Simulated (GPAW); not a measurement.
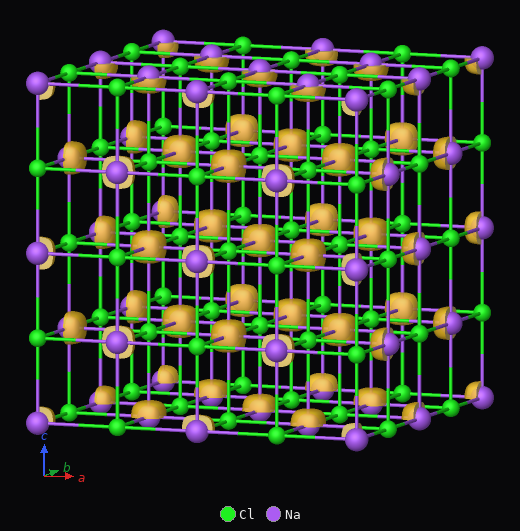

Bond-valence mismatch map for Na+ in NaCl (Fm-3m): the yellow surface encloses the points where |V − 1| < 0.5 v.u. (2×2×2 cells, view slightly off an axis). Pale faces close the region where the drawn box cuts it.

At each point the valence sum V of a Na+ ion is computed from the anions within 5 Å (s = exp((R0 − d)/b), R0 fitted to published crystal structures with b = 0.37 Å; R0: Na+–Cl 2.166 Å). The other Na+ ions are ignored. This is an empirical screen for pathways, not an energy calculation.

Origin of the cell: a cell listed in the Materials Project, as set up for an electronic-structure calculation.

```
CELL_PARAMETERS angstrom
5.58813 0.00000 0.00000
0.00000 5.58813 0.00000
0.00000 0.00000 5.58813
ATOMIC_POSITIONS crystal
Cl 0.50000 0.00000 0.00000
Na 0.00000 0.00000 0.00000
Cl 0.50000 0.50000 0.50000
Na 0.00000 0.50000 0.50000
Cl 0.00000 0.00000 0.50000
Na 0.50000 0.00000 0.50000
Cl 0.00000 0.50000 0.00000
Na 0.50000 0.50000 0.00000
```

What pathways for Na+ does the map suggest at this level (counting the regions that come within 0.6 Å of a Na site)?

Answer. No path at this level: the regions are isolated pockets that do not connect across cells.

At which mismatch do paths open?

Answer. No path opens below 0.7 v.u. These are grid estimates, good to about 0.1 v.u.

What is the valence sum at the Na sites themselves?

Answer. 1.10 v.u., against the formal 1.
